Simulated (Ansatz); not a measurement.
Cu₁₈HO (slab)

The calculation's input:

```
accuracy: low
crystal:
  lattice:
    - [10.83, 0.0, 0.0]
    - [0.0, 5.105311, 0.0]
    - [0.0, 0.0, 14.552655]
  atoms:
    - { symbol: Cu, position: [0.0, 0.0, 0.068716] }
    - { symbol: Cu, position: [0.3333333, 0.0, 0.068716] }
    - { symbol: Cu, position: [0.6666667, 0.0, 0.068716] }
    - { symbol: Cu, position: [0.0, 0.5, 0.068716] }
    - { symbol: Cu, position: [0.3333333, 0.5, 0.068716] }
    - { symbol: Cu, position: [0.6666667, 0.5, 0.068716] }
    - { symbol: Cu, position: [0.1666667, 0.25, 0.1564201] }
    - { symbol: Cu, position: [0.5, 0.25, 0.1564201] }
    - { symbol: Cu, position: [0.8333333, 0.25, 0.1564201] }
    - { symbol: Cu, position: [0.1666667, 0.75, 0.1564201] }
    - { symbol: Cu, position: [0.5, 0.75, 0.1564201] }
    - { symbol: Cu, position: [0.8333333, 0.75, 0.1564201] }
    - { symbol: Cu, position: [0.0, 0.0, 0.2441242] }
    - { symbol: Cu, position: [0.3333333, 0.0, 0.2441242] }
    - { symbol: Cu, position: [0.6666667, 0.0, 0.2441242] }
    - { symbol: Cu, position: [0.0, 0.5, 0.2441242] }
    - { symbol: Cu, position: [0.3333333, 0.5, 0.2441242] }
    - { symbol: Cu, position: [0.6666667, 0.5, 0.2441242] }
    - { symbol: O, position: [0.3422116, 0.4891183, 0.3836176] }
    - { symbol: H, position: [0.3194046, 0.4557673, 0.4475235] }
basis:
  ecutwfc: 420.0
kpoints:
  mp_grid: { grid: [1, 2, 1] }
hamiltonian:
  xc: pbesol
  pseudopotentials: { kind: paw, azcp: { folder: soft_1 } }
scf:
  occupations: { method: fermi_dirac, width: 0.15 }
  lower_state_search: "off"
relax:
  f_tol: 0.08
  max_steps: 25
  adjacent_minimum: "off"
  constraints: [{ sites: [0, 1, 2, 3, 4, 5] }]
output:
  write_density: true
  write_potential: true
  elf: true
  volumetric_format: npy
```

Launched as:

```sh
ansatz run input.yaml --threads 2 --pin off --max-ram 5120MiB --backend cpu --events-out ev --progress --plain --runs-dir out
```

The fields are those of the run's last geometry, not of the input's.

Computed without spin polarisation; PAW files of the earlier set (soft_1).

Theory: Ansatz, DFT PBEsol, scalar-relativistic, plane waves, PAW.

The density is the valence pseudo-density of a PAW calculation; it isn't the true density close to the nuclei.

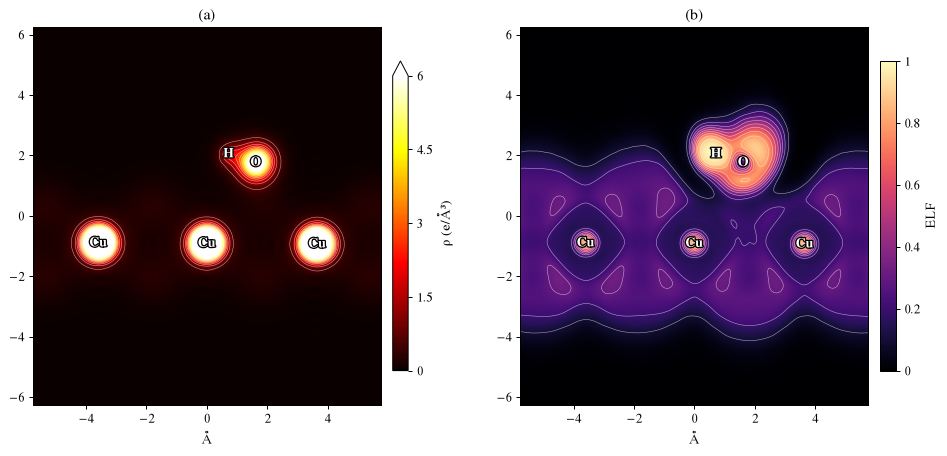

Figure 1. (a) valence charge density (pseudo); (b) electron localisation function on the (010) plane of the calculation cell, a cut from vacuum to vacuum.

What does the map show?

Answer. Atoms in the plane: Cu, O and H.
O–H (0.98 Å): ρ is about 3.6 e/Å³ halfway; the ELF climbs to about 1 towards the hydrogen, as it does in any bond to H (an ordinary covalent bond to hydrogen).
The density dies away to nearly zero in the vacuum.
The features right at Cu lie inside the PAW spheres, where the map follows smoothed inner orbitals and isn't to be read closely.

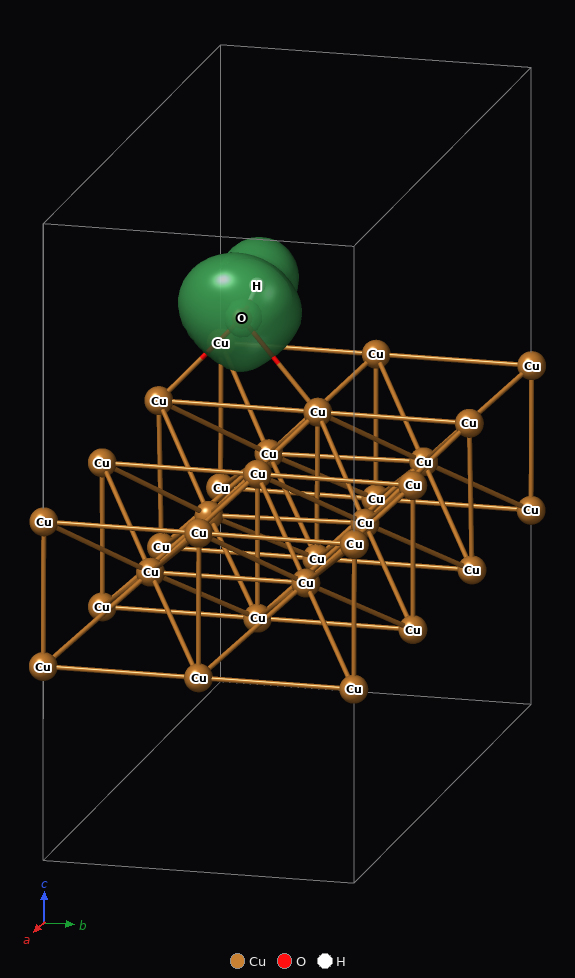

Figure 2. Isosurface of the ELF at 0.6 (green), seen slightly off an axis. Only the valence region is drawn (cores and ρ < 0.01 e/Å³ removed). Sticks mark near contacts.

Describe the localisation domains.

Answer. The ELF exceeds this value in one joined region spread over several atoms (H, O), in which their bonds and any lone pairs are merged, counted in one cell of 20 atoms. Counts are for one cell; the picture repeats the cell along the surface. Along the contacts the grid gives the following. Cu–O (1.92 Å): the ELF peaks at about 0.85 in the valence shell of O, 0.6 Å from its nucleus, and is about 0.20 at the midpoint; no shared electron pair shows on this line.

Metal or insulator at this level of theory?

Answer. It is metallic or semimetallic at this level of theory: no gap opens.
